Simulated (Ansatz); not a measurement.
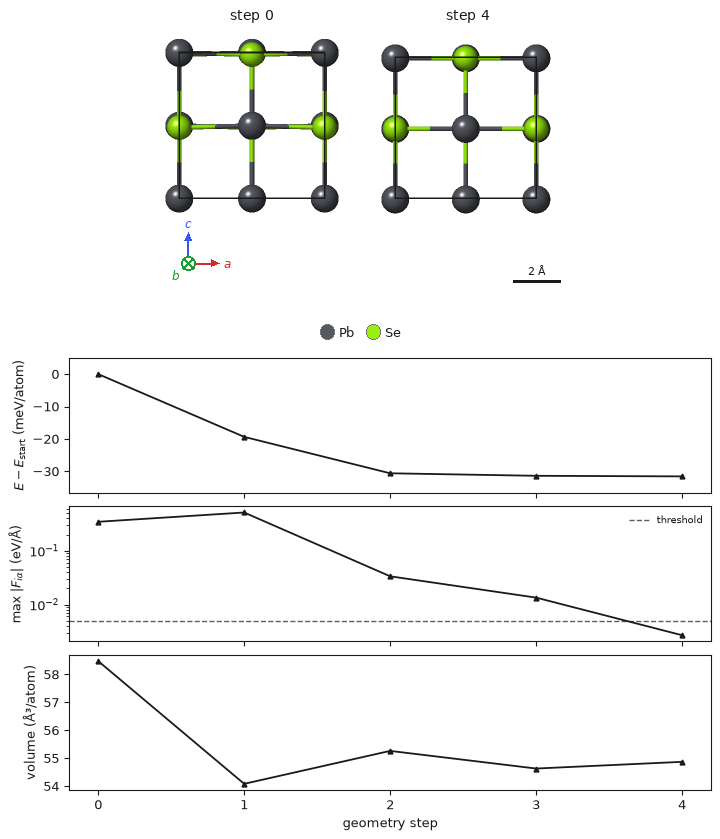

First and last geometry of a relaxation of a crystal of PbSe (set up in Fmm2), with the history of the run. A ball-and-stick model of the conventional cell (4 times the calculation's cell), seen along the b axis. Lengths and directions refer to the drawn axes.

Theory: DFT LDA, scalar-relativistic, plane waves, PAW in Ansatz. Set-up: plane-wave cutoff 420 eV; k-point mesh 6 × 6 × 6; occupations gaussian; smearing width 0.02 eV; no spin polarisation; cell and atoms relaxed; force threshold 0.005 eV/Å; at most 80 steps.

Q: Read the history and describe the run.

A: The run was cut off at its time limit before the program reported convergence, but its last step already meets the force threshold: the largest component is 0.0027 eV/Å against 0.005 eV/Å. The pressure is within 0.01 GPa of its target. The largest moves relative to the cell, 0.064 Å, are those of Se atoms. By element the largest moves are Se 0.064 Å, Pb 0.039 Å. Cell: a 6.236 → 6.049 Å (−3.0 %), b 24.002 → 23.988 Å (−0.1 %), c 6.251 → 6.050 Å (−3.2 %). Volume −6.2 %. Near-neighbour distances that change, for instance: Pb–Se 3.208 → 3.027 Å, Pb–Se 3.120 → 3.025 Å, Pb–Se 2.830 → 2.772 Å, Pb–Se 3.045 → 3.023 Å. Bond angles that change, for instance: Pb–Se–Pb 175.8° → 178.7°, Se–Pb–Se 175.8° → 178.7°, Se–Pb–Se 93.1° → 90.7°. The space group (tolerance 0.01 Å) goes from Fmm2 (No. 42) to I4/mmm (No. 139). Over 4 geometry steps the energy falls by 31.5 meV per atom. Largest force component: 0.35 eV/Å at the start, 0.0027 eV/Å at the end. Pressure: −1.89 GPa at the start and 0.00 GPa at the end.
